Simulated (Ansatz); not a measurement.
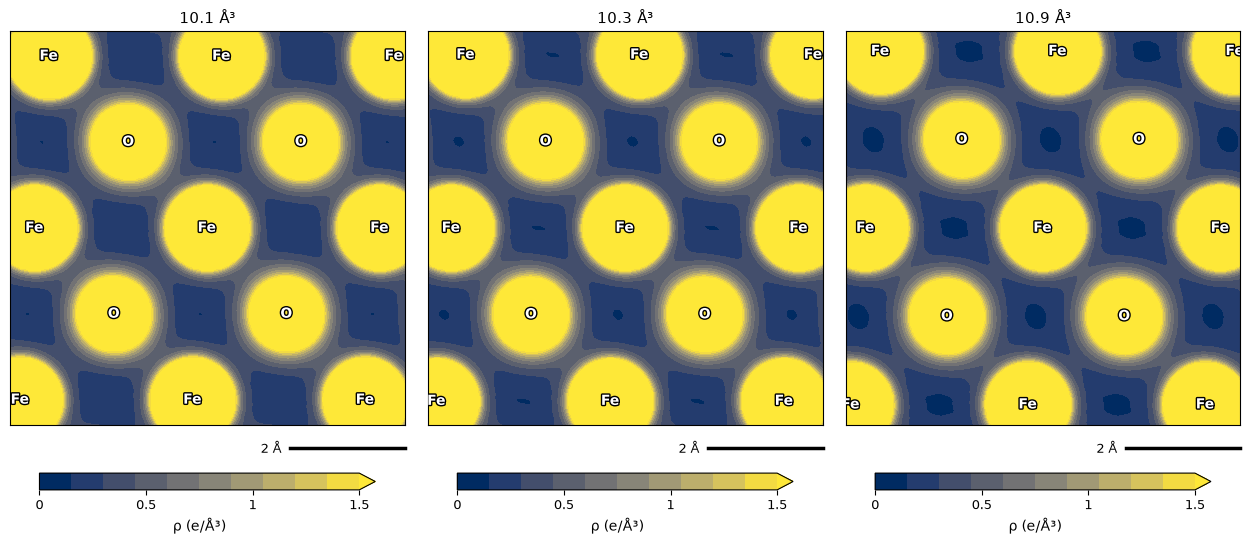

FeO. The valence charge density (pseudo) of cells scaled evenly to different volumes (given per atom above each panel), on the (11̄0) plane of each (indices in the axes of the cell below), at one length scale and on one colour scale.

A structure from a database of computed crystals, not necessarily the ambient phase; spin-polarised.

The calculation used Kohn-Sham DFT of a periodic cell, PBEsol, Ansatz PAW (Ansatz).

The density is the valence pseudo-density of a PAW calculation; it isn't the true density close to the nuclei.

The largest cell:

```
CELL_PARAMETERS angstrom
-1.61271 1.61271 2.09719
1.61271 -1.61271 2.09719
1.61271 1.61271 -2.09719
ATOMIC_POSITIONS crystal
Fe 0.00000 0.00000 0.00000
O 0.50000 0.50000 0.00000
```

| volume (Å³/atom) | Fe–O contact in the plane (Å) | ρ at its midpoint (e/Å³) | pressure (GPa) | largest moment (μB) | 
| --- | --- | --- | --- | --- |
| 10.05 | 2.041 | 0.530 | −7.0 | 3.36 | 
| 10.27 | 2.055 | 0.513 | −10.4 | 3.37 | 
| 10.70 | 2.083 | ? | ? | ? | 
| 10.91 | 2.097 | 0.469 | −18.5 | 3.40 | 

Question: Estimate the missing row, and compare with the calculation.

Answer: Over the known rows ln ρ falls by 2.17 per Å of Fe–O distance (a least-squares line), which gives 0.483 e/Å³ at 2.083 Å; the calculation gives 0.483 e/Å³. For the pressure, a straight line in volume between the neighbouring rows gives −15.8 GPa; the calculation gives −16.1. For the largest moment, a straight line in volume between the neighbouring rows gives 3.39 μB; the calculation gives 3.39.
